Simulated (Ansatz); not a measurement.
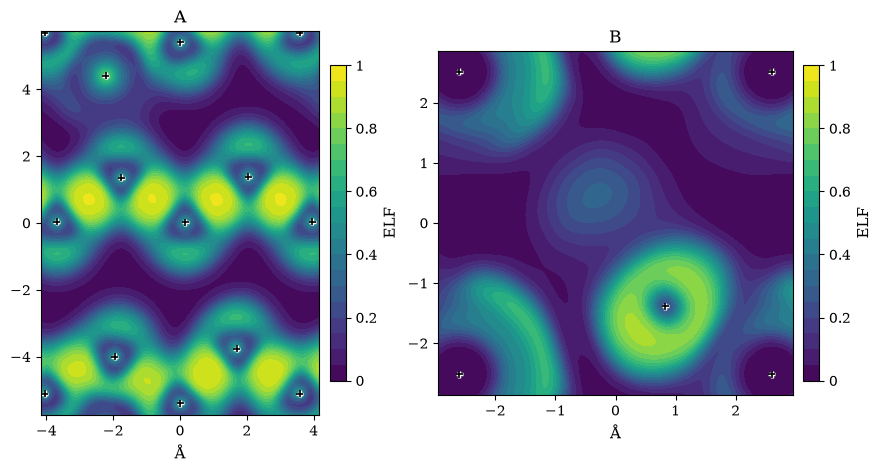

The ELF of 2 systems, each on a plane through atoms (crosses mark nuclei in the plane).

These are results of DFT LDA, scalar-relativistic, plane waves, PAW in Ansatz, not measurements.

System 1: Si16Ni (cell with a defect), the (011̄) plane of the calculation cell. The program warned that a starting moment wasn't kept; spin-polarised, but the moments vanished.

```cif
data_structure
_symmetry_space_group_name_H-M 'P 1'
_symmetry_Int_Tables_number 1
_cell_length_a 7.6395
_cell_length_b 7.6395
_cell_length_c 7.6395
_cell_angle_alpha 60.000
_cell_angle_beta 60.000
_cell_angle_gamma 60.000
_cell_volume 315.27
loop_
_atom_site_label
_atom_site_type_symbol
_atom_site_fract_x
_atom_site_fract_y
_atom_site_fract_z
_atom_site_occupancy
Si1 Si 0.12876 0.11642 0.11581 1
Si2 Si 0.12886 0.63990 0.11595 1
Si3 Si 0.57075 0.14318 0.14385 1
Si4 Si 0.64598 0.61855 0.11786 1
Si5 Si 0.12916 0.11514 0.64182 1
Si6 Si 0.14247 0.61993 0.61895 1
Si7 Si 0.64632 0.11821 0.61854 1
Si8 Si 0.64643 0.61805 0.61852 1
Si9 Si 0.27133 0.74264 0.24446 1
Si10 Si 0.19943 0.26657 0.26841 1
Si11 Si 0.74396 0.76690 0.24508 1
Si12 Si 0.74396 0.24501 0.24505 1
Si13 Si 0.27185 0.74157 0.74236 1
Si14 Si 0.27175 0.24556 0.74228 1
Si15 Si 0.76813 0.74447 0.74410 1
Si16 Si 0.74428 0.24452 0.76787 1
Ni1 Ni 0.93040 0.02269 0.02482 1
```

System 2: SnO, the (100) plane of the conventional cell. Space group Pmn2₁; a structure from a database of computed crystals, not necessarily the ambient phase; not relaxed (largest force 0.8 eV/Å); computed pressure about −3 GPa in this cell.

Match each panel to its system.

Panel A is system 1, Si16Ni: the plane holds Si and Ni. Si–Ni (2.24 Å): the ELF peaks at about 0.55 in the valence shell of Si, 0.9 Å from its nucleus, and is about 0.40 at the midpoint. Panel B is system 2, SnO: the plane holds Sn and O. Sn–O (2.10 Å): the ELF peaks at about 0.80 in the valence shell of O, 0.6 Å from its nucleus, and is about 0.25 at the midpoint (no localised pair shows between them).
